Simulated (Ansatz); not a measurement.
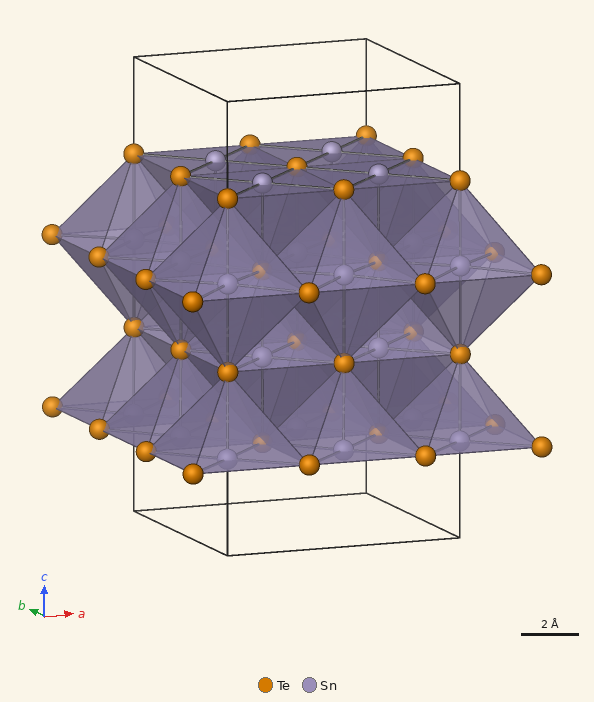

Fig. 1: The structure as given in the input (polyhedral view of the 2 × 2 repeat of the cell, with the vacuum cut short, seen slightly off an axis; polyhedra are completed across the faces of the cell).

# Geometry relaxation, with input and output: Sn4Te4 (part 1 of 2)

- system: Sn4Te4 (slab, 8 atoms in the cell)
- method: DFT, PBEsol, PAW, plane waves (Ansatz 0.2.0)

The structure is a generated slab.

What the program printed
```
Pseudopotentials: kind: paw
Functional definition: PBEsol
  exchange = pbesol_x
  correlation = pbesol_c
Crystal: 8 atoms, lattice volume = 442.872 Å³
Basis set: ecut = 420 eV, 8715 PW (Γ), exchange–correlation on 60×60×300 points (8 copies of the dense FFT grid, shifted against one another)
Bands: 72, of which v1, the nominal top of the filled ones, is band 60 counted from 1 (59 counted from 0)
Symmetry: 1 space group operations
Space group: P1 (ITA 1), of the structure as read, at distance tolerance 7.6e-5 Å
k-points: 20 of 36 (time reversal used)
Non-local potential: Te, projectors of the file, l = 0: 2, l = 1: 2, l = 2: 2, l = 3: 2
Non-local potential: Sn, projectors of the file, l = 0: 2, l = 1: 2, l = 2: 2, l = 3: 2
PAW form: soft (Blöchl's): semilocal exchange-correlation on the pseudo side does not see the compensation charge
PAW frozen core: Te, regenerated for the run's functional, and the local potential with it (the file was generated under x = pbe(κ = 0.804, μ = 0.2195149727645171), c = pbe(β = 0.06672455060314922))
PAW frozen core: Sn, regenerated for the run's functional, and the local potential with it (the file was generated under x = pbe(κ = 0.804, μ = 0.2195149727645171), c = pbe(β = 0.06672455060314922))
PAW one-centre angular grid: Te, 590 points (default); XC on 64 Gauss nodes
PAW one-centre angular grid: Sn, 590 points (default); XC on 64 Gauss nodes
Initial density: superposition of atomic densities (neutral atoms: chi_scale 0, normalization atom), corrected by the library's trained network
Initial wavefunctions: pseudopotential atomic-orbital guess
Functional: x = pbesol(κ = 0.804, μ = 0.12345679012345678), c = pbesol(β = 0.046)
SCF iter   1: F=—  HF=-51406.694940 eV  |F-HF|=—  |Δ(HF+E_count)|=         —  Δρ=1.83e-3  dr2=3.32e-2  ethr=1.77e-3  ⟨swp⟩=8.0  Hψ=6056  notcnv=0
preconditioner: auto → Resta (q_TF=auto, 2.195 Å⁻¹)  ε∞=3.1  [insulator: Δε(μ)=0.592 eV  Ē_g=7.761 eV  σ=0.010 eV  W_gap=1.00  n_scr=86 (ndim 8)  ℏωp=11.2 eV  f_vac=0.413  D(μ)=0.00/eV (n_scr^D=0)  ε∞_Penn≈3.1  vacuum switching on, ρ_ref=4.4e-3 e/Å³]
SCF iter   2: F=—  HF=-51406.683057 eV  |F-HF|=—  |Δ(HF+E_count)|=   1.19e-2  Δρ=1.01e-3  dr2=9.68e-3  ethr=2.77e-5  ⟨swp⟩=3.5  Hψ=2489  notcnv=0  defer=113
SCF iter   3: F=—  HF=-51406.683625 eV  |F-HF|=—  |Δ(HF+E_count)|=   5.69e-4  Δρ=5.13e-4  dr2=2.63e-2  ethr=8.07e-6  ⟨swp⟩=3.3  Hψ=2175  notcnv=0  defer=113
SCF iter   4: F=—  HF=-51406.681884 eV  |F-HF|=—  |Δ(HF+E_count)|=   1.74e-3  Δρ=2.29e-4  dr2=1.70e-3  ethr=8.07e-6  ⟨swp⟩=3.0  Hψ=1672  notcnv=0  defer=113
SCF iter   5: F=—  HF=-51406.681826 eV  |F-HF|=—  |Δ(HF+E_count)|=   5.81e-5  Δρ=9.43e-5  dr2=1.10e-4  ethr=1.42e-6  ⟨swp⟩=1.9  Hψ=1462  notcnv=0  defer=113
SCF iter   6: F=—  HF=-51406.681890 eV  |F-HF|=—  |Δ(HF+E_count)|=   6.38e-5  Δρ=3.44e-5  dr2=4.73e-5  ethr=9.18e-8  ⟨swp⟩=2.0  Hψ=1827  notcnv=0  defer=113
SCF iter   7: F=-51406.681884 eV  HF=-51406.681891 eV  |F-HF|=7.53e-6  |Δ(HF+E_count)|=   1.73e-6  Δρ=2.25e-5  dr2=1.41e-5  ethr=1.87e-8  ⟨swp⟩=12.4  Hψ=6594  notcnv=0
SCF 1 converged in 7 iterations: F = -51406.681884 eV  dr2 = 1.41e-5
  greatest PAW one-centre occupation: 0.998 electrons in one spin orbital (limit 2), on the Te atom at site 1 (counted from 0), in its partial waves of l = 2
relax step   1: F+E_penalty+E_count = -51406.68188390 eV  Δ(F+E_penalty+E_count) = +0.000e0 eV  max|allowed force component| = 4.737e-1 eV/Å  Δτ_max = 0.0000 Å  (7 SCF iters, dr2 threshold 2.25e-5 eV, accepted)
Initial density: handed on by an earlier stage of this run
Initial wavefunctions: those handed on with the density
iter 1 solved again at ethr=4.24e-5 eV; its pass at ethr=3.10e-3 eV (dr2=5.09e-2 eV) is discarded
SCF iter   1: F=—  HF=-51406.834835 eV  |F-HF|=—  |Δ(HF+E_count)|=         —  Δρ=2.24e-3  dr2=5.15e-2  ethr=4.24e-5  ⟨swp⟩=1.9  Hψ=5217  notcnv=0  defer=110
preconditioner: auto → Resta (q_TF=auto, 2.195 Å⁻¹)  ε∞=3.0  [insulator: Δε(μ)=0.817 eV  Ē_g=7.849 eV  σ=0.010 eV  W_gap=1.00  n_scr=86 (ndim 8)  ℏωp=11.2 eV  f_vac=0.425  D(μ)=0.00/eV (n_scr^D=0)  ε∞_Penn≈3.0  vacuum switching on, ρ_ref=4.5e-3 e/Å³]
SCF iter   2: F=—  HF=-51406.830297 eV  |F-HF|=—  |Δ(HF+E_count)|=   4.54e-3  Δρ=1.31e-3  dr2=2.63e-2  ethr=4.24e-5  ⟨swp⟩=3.2  Hψ=1820  notcnv=0  defer=110
SCF iter   3: F=—  HF=-51406.829357 eV  |F-HF|=—  |Δ(HF+E_count)|=   9.39e-4  Δρ=8.16e-4  dr2=1.40e-2  ethr=2.19e-5  ⟨swp⟩=3.1  Hψ=1717  notcnv=0  defer=110
SCF iter   4: F=—  HF=-51406.828631 eV  |F-HF|=—  |Δ(HF+E_count)|=   7.26e-4  Δρ=3.48e-4  dr2=2.79e-3  ethr=1.17e-5  ⟨swp⟩=2.7  Hψ=1565  notcnv=0  defer=110
SCF iter   5: F=—  HF=-51406.828423 eV  |F-HF|=—  |Δ(HF+E_count)|=   2.09e-4  Δρ=1.69e-4  dr2=1.95e-4  ethr=2.33e-6  ⟨swp⟩=2.0  Hψ=1584  notcnv=0  defer=110
SCF iter   6: F=—  HF=-51406.828461 eV  |F-HF|=—  |Δ(HF+E_count)|=   3.87e-5  Δρ=5.86e-5  dr2=2.43e-5  ethr=1.62e-7  ⟨swp⟩=2.0  Hψ=1690  notcnv=0  defer=110
SCF iter   7: F=-51406.828475 eV  HF=-51406.828473 eV  |F-HF|=1.39e-6  |Δ(HF+E_count)|=   1.21e-5  Δρ=1.56e-5  dr2=2.52e-6  ethr=1.17e-8  ⟨swp⟩=12.8  Hψ=6340  notcnv=0
SCF 2 converged in 7 iterations: F = -51406.828475 eV  dr2 = 2.52e-6
relax step   2: F+E_penalty+E_count = -51406.82847470 eV  Δ(F+E_penalty+E_count) = -1.466e-1 eV  max|allowed force component| = 1.822e-1 eV/Å  Δτ_max = 0.1940 Å  (7 SCF iters, dr2 threshold 1.40e-5 eV, accepted)
SCF iter   1: F=—  HF=-51406.845832 eV  |F-HF|=—  |Δ(HF+E_count)|=         —  Δρ=2.03e-3  dr2=2.55e-2  ethr=4.22e-4  ⟨swp⟩=5.7  Hψ=3556  notcnv=0  defer=75
preconditioner: auto → Resta (q_TF=auto, 2.195 Å⁻¹)  ε∞=3.0  [insulator: Δε(μ)=0.878 eV  Ē_g=7.797 eV  σ=0.010 eV  W_gap=1.00  n_scr=86 (ndim 8)  ℏωp=11.2 eV  f_vac=0.421  D(μ)=0.00/eV (n_scr^D=0)  ε∞_Penn≈3.0  vacuum switching on, ρ_ref=4.4e-3 e/Å³]
SCF iter   2: F=—  HF=-51406.841841 eV  |F-HF|=—  |Δ(HF+E_count)|=   3.99e-3  Δρ=1.09e-3  dr2=7.05e-3  ethr=2.13e-5  ⟨swp⟩=3.0  Hψ=2468  notcnv=0  defer=120
SCF iter   3: F=—  HF=-51406.841688 eV  |F-HF|=—  |Δ(HF+E_count)|=   1.53e-4  Δρ=5.53e-4  dr2=5.35e-3  ethr=5.88e-6  ⟨swp⟩=3.0  Hψ=1677  notcnv=0  defer=120
SCF iter   4: F=—  HF=-51406.841344 eV  |F-HF|=—  |Δ(HF+E_count)|=   3.44e-4  Δρ=1.86e-4  dr2=3.87e-4  ethr=4.46e-6  ⟨swp⟩=2.5  Hψ=1594  notcnv=0  defer=120
SCF iter   5: F=—  HF=-51406.841247 eV  |F-HF|=—  |Δ(HF+E_count)|=   9.72e-5  Δρ=4.71e-5  dr2=2.16e-5  ethr=3.23e-7  ⟨swp⟩=2.0  Hψ=1619  notcnv=0  defer=120
SCF iter   6: F=—  HF=-51406.841257 eV  |F-HF|=—  |Δ(HF+E_count)|=   9.84e-6  Δρ=2.98e-5  dr2=7.38e-5  ethr=1.80e-8  ⟨swp⟩=2.1  Hψ=1708  notcnv=0  defer=120
iter 7 did not close the SCF: its close was put off until two iterations running show no level that it waits for move by more than its bar (scf_convergence_deferred on its scf_iter line)
SCF iter   7: F=-51406.841250 eV  HF=-51406.841251 eV  |F-HF|=4.89e-7  |Δ(HF+E_count)|=   6.08e-6  Δρ=1.11e-5  dr2=1.41e-6  ethr=1.73e-9  ⟨swp⟩=12.2  Hψ=6745  notcnv=0
SCF iter   8: F=-51406.841251 eV  HF=-51406.841251 eV  |F-HF|=1.97e-8  |Δ(HF+E_count)|=   3.02e-7  Δρ=2.91e-6  dr2=6.03e-8  ethr=1.17e-9  ⟨swp⟩=3.5  Hψ=4520  notcnv=0
SCF 3 converged in 8 iterations: F = -51406.841251 eV  dr2 = 6.03e-8
  greatest PAW one-centre occupation: 0.998 electrons in one spin orbital (limit 2), on the Te atom at site 2 (counted from 0), in its partial waves of l = 2
relax step   3: F+E_penalty+E_count = -51406.84125121 eV  Δ(F+E_penalty+E_count) = -1.278e-2 eV  max|allowed force component| = 7.520e-2 eV/Å  Δτ_max = 0.1454 Å  (8 SCF iters, dr2 threshold 2.07e-6 eV, accepted)
SCF iter   1: F=—  HF=-51406.851054 eV  |F-HF|=—  |Δ(HF+E_count)|=         —  Δρ=7.83e-4  dr2=2.95e-3  ethr=3.16e-5  ⟨swp⟩=6.2  Hψ=3756  notcnv=0  defer=110
preconditioner: auto → Resta (q_TF=auto, 2.195 Å⁻¹)  ε∞=3.0  [insulator: Δε(μ)=0.880 eV  Ē_g=7.824 eV  σ=0.010 eV  W_gap=1.00  n_scr=86 (ndim 8)  ℏωp=11.2 eV  f_vac=0.420  D(μ)=0.00/eV (n_scr^D=0)  ε∞_Penn≈3.0  vacuum switching on, ρ_ref=4.4e-3 e/Å³]
SCF iter   2: F=—  HF=-51406.850627 eV  |F-HF|=—  |Δ(HF+E_count)|=   4.27e-4  Δρ=4.34e-4  dr2=7.51e-4  ethr=2.46e-6  ⟨swp⟩=2.0  Hψ=2115  notcnv=0  defer=110
SCF iter   3: F=—  HF=-51406.850711 eV  |F-HF|=—  |Δ(HF+E_count)|=   8.40e-5  Δρ=1.86e-4  dr2=1.40e-3  ethr=6.26e-7  ⟨swp⟩=2.2  Hψ=1845  notcnv=0  defer=110
SCF iter   4: F=—  HF=-51406.850604 eV  |F-HF|=—  |Δ(HF+E_count)|=   1.07e-4  Δρ=6.86e-5  dr2=1.24e-4  ethr=6.26e-7  ⟨swp⟩=2.2  Hψ=1624  notcnv=0  defer=110
SCF iter   5: F=—  HF=-51406.850604 eV  |F-HF|=—  |Δ(HF+E_count)|=   1.13e-7  Δρ=3.43e-5  dr2=6.59e-5  ethr=1.03e-7  ⟨swp⟩=1.9  Hψ=1474  notcnv=0  defer=110
SCF iter   6: F=—  HF=-51406.850529 eV  |F-HF|=—  |Δ(HF+E_count)|=   7.49e-5  Δρ=1.46e-5  dr2=1.85e-6  ethr=5.49e-8  ⟨swp⟩=1.9  Hψ=1432  notcnv=0  defer=110
SCF iter   7: F=—  HF=-51406.850530 eV  |F-HF|=—  |Δ(HF+E_count)|=   6.93e-7  Δρ=4.61e-6  dr2=1.62e-7  ethr=1.54e-9  ⟨swp⟩=2.0  Hψ=1717  notcnv=0  defer=110
SCF iter   8: F=-51406.850530 eV  HF=-51406.850530 eV  |F-HF|=4.93e-9  |Δ(HF+E_count)|=   1.25e-7  Δρ=1.17e-6  dr2=1.24e-8  ethr=8.33e-11  ⟨swp⟩=12.9  Hψ=6131  notcnv=0
SCF 4 converged in 8 iterations: F = -51406.850530 eV  dr2 = 1.24e-8
relax step   4: F+E_penalty+E_count = -51406.85053030 eV  Δ(F+E_penalty+E_count) = -9.279e-3 eV  max|allowed force component| = 2.491e-2 eV/Å  Δτ_max = 0.0423 Å  (8 SCF iters, accepted)
```

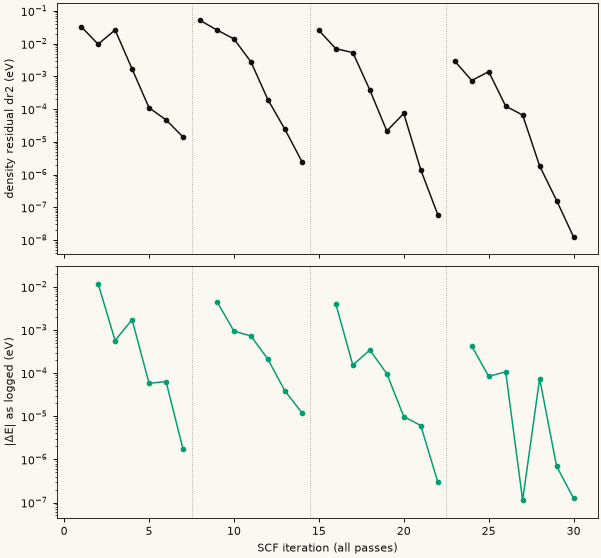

Fig. 2: Convergence of the self-consistent field: density residual dr2 and size of the energy change against the SCF iteration. The dotted lines part the SCF passes of the relaxation: geometry steps, rejected trials and re-solves on a re-selected basis. The passes take 7, 7, 8 and 8 iterations.

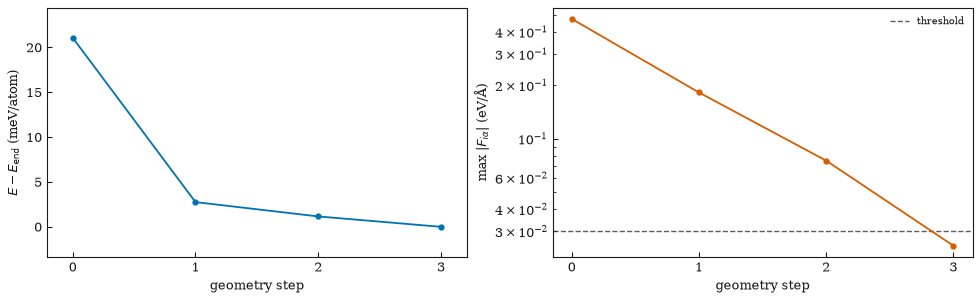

Fig. 3: Progress of the relaxation, step by step (the first geometry is step 0 here and step 1 in the log).
